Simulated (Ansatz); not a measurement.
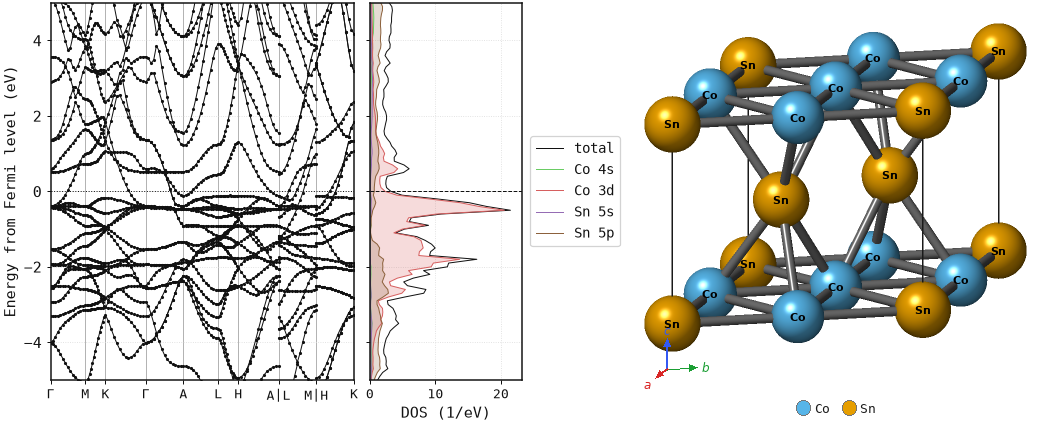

Band structure and density of states, beside the structure. Energies are counted from the Fermi level. The partial curves are projected on Löwdin-orthogonalised atomic shells.

Calculation on CoSn, space group P6/mmm (No. 191), 6 atoms in the cell.

Ansatz; DFT PBE, scalar-relativistic, plane waves, PAW, no spin polarisation, 12×12×8 k mesh, 420 eV cutoff.

**Does this material conduct, going by its bands?**

A metal: 4 bands cross the Fermi level along this path.

**Where is the tallest peak in the window, and which states make it?**

The tallest peak in the window is at −0.5 eV; by projected weight it is Co 3d almost alone.

**Which levels at K lie nearest to the Fermi level?**

At K the nearest levels lie 0.17 eV below and 1.06 eV above the Fermi level.

**What is the density of states at the Fermi level?**

The density of states at the Fermi level isn't well fixed here: it changes fast, and within 0.3 eV it runs from 2.4 to 15 per eV and cell.

The run has no spin polarisation, so a magnetic state may lie lower.
